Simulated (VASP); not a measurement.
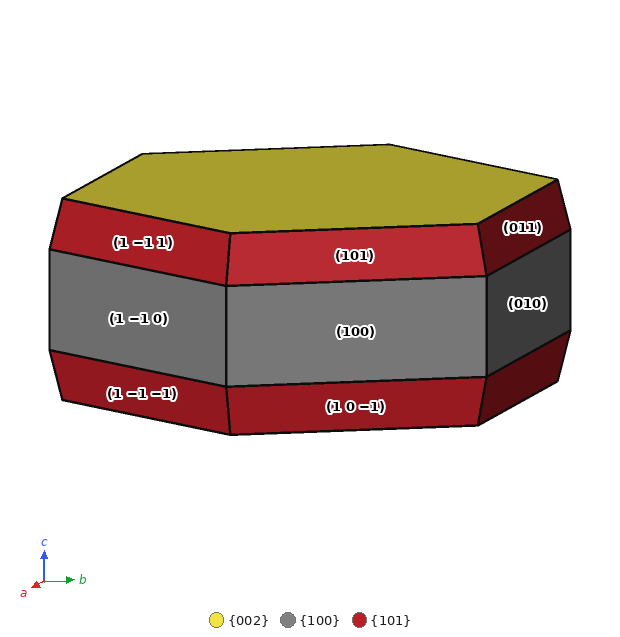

MoS₂, space group P6_3/mmc (No. 194), a = 3.169 Å, b = 3.169 Å, c = 12.324 Å, α = 90.00°, β = 90.00°, γ = 120.00°. The shape was computed with the Donnay–Harker form of the Bravais–Friedel law: planes with larger spacing d grow more slowly and so show as larger faces; centring, glide planes and screw axes halve or divide d. Origin: an entry of the Crystallography Open Database, as set up for an electronic-structure calculation. Forms under 0.4 % of the area are left out.

Describe the habit.

Answer. It is plate-like. Widths along a, b and c stand as 1.00 : 1.00 : 0.39.

Why is the form written {002} rather than {001}?

Answer. The reflection 001 is extinguished by the screw axis (and also by a glide plane) of P6_3/mmc: equivalent layers repeat every d/2 = 6.162 Å, and the rule uses that shorter spacing.

Which form makes up most of the surface, and how much?

Answer. {002}, with 2 faces and about 50 % of the area; its spacing is d = 6.162 Å.
